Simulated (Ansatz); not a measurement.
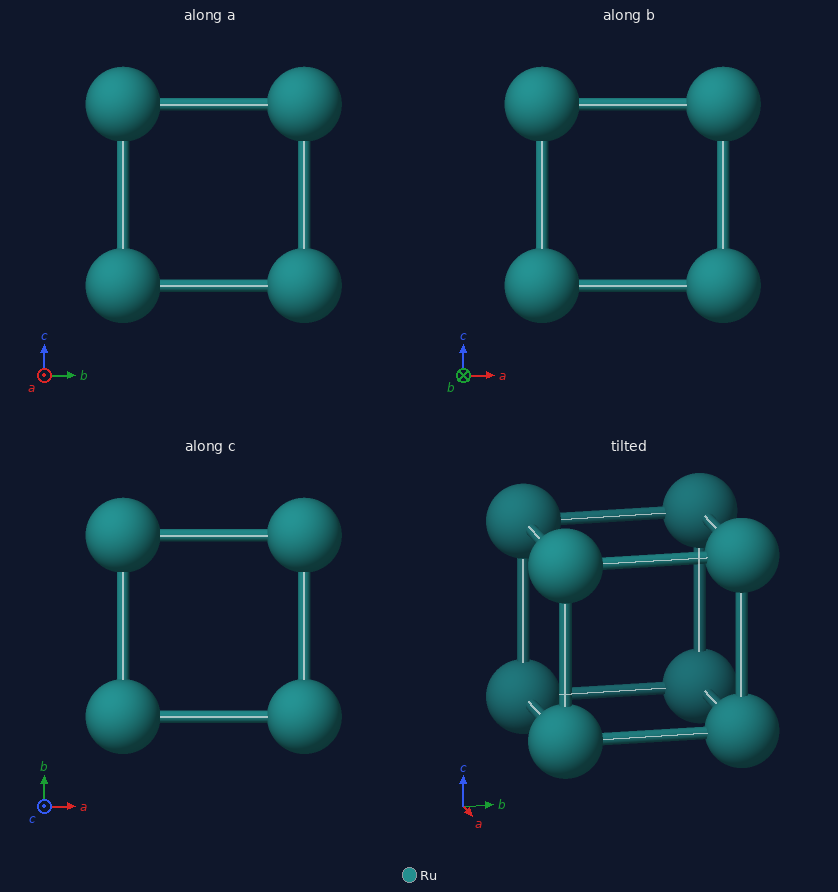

The image is a ball-and-stick drawing of a crystal, viewed along the a axis, along the b axis, along the c axis and slightly off an axis. Atoms at the boundary of the conventional unit cell (the box) are drawn once for each face, edge or corner they touch.

Lattice parameters: a = 2.4642 Å, b = 2.4642 Å, c = 2.4642 Å, α = 90.000°, β = 90.000°, γ = 90.000°.

### Convert the drawing into a CIF in P1 with every atom of the cell.

```cif
data_structure
_symmetry_space_group_name_H-M 'P 1'
_symmetry_Int_Tables_number 1
_cell_length_a 2.4642
_cell_length_b 2.4642
_cell_length_c 2.4642
_cell_angle_alpha 90.000
_cell_angle_beta 90.000
_cell_angle_gamma 90.000
_cell_volume 14.96
loop_
_atom_site_label
_atom_site_type_symbol
_atom_site_fract_x
_atom_site_fract_y
_atom_site_fract_z
_atom_site_occupancy
Ru1 Ru 0.0000 0.0000 0.0000 1
```

The initial geometry was a structure type filled with this element by a generator (whether the element takes this form wasn't checked). Earlier steps of the study may have refined or changed the cell and positions. It was run through Ansatz as a DFT input.
